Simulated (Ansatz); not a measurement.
Cu (P6_3/mmc, No. 194): the end point of a relaxation with Ansatz 0.2.0, DFT, PBE, plane waves (420 eV) with PAW, scalar-relativistic; the starting structure was generated, so it need not be a known form of this composition.

```cif
data_structure
_symmetry_space_group_name_H-M 'P 1'
_symmetry_Int_Tables_number 1
_cell_length_a 2.5675
_cell_length_b 2.5675
_cell_length_c 8.3850
_cell_angle_alpha 90.000
_cell_angle_beta 90.000
_cell_angle_gamma 120.000
_cell_volume 47.87
loop_
_atom_site_label
_atom_site_type_symbol
_atom_site_fract_x
_atom_site_fract_y
_atom_site_fract_z
_atom_site_occupancy
Cu1 Cu 0.00000 0.00000 0.00000 1
Cu2 Cu 0.00000 0.00000 0.50000 1
Cu3 Cu 0.33333 0.66667 0.25000 1
Cu4 Cu 0.66667 0.33333 0.75000 1
```

### What will an iDPC-like image along [100] show? Simulated as the projected potential of neutral atoms (B = 0.8 Å²) blurred by a 1.02 Å probe, the thin-sample limit of integrated differential phase contrast. The display is stretched by a gamma of 0.65; percentages refer to the linear signal.

The columns repeat on a rectangular net of 2.22 × 8.39 Å (plane group p2mg). All columns are alike (Cu). The shortest distance between visible columns is 2.22 Å in projection. Along the beam the structure repeats every 2.57 Å.

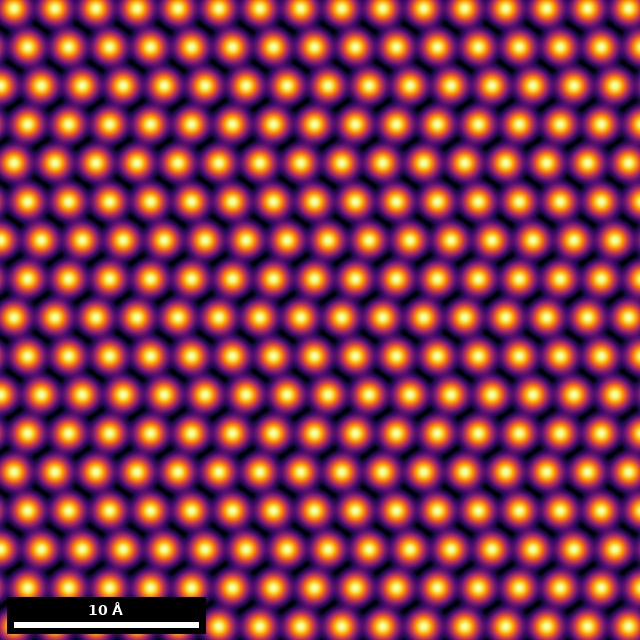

The simulated image.
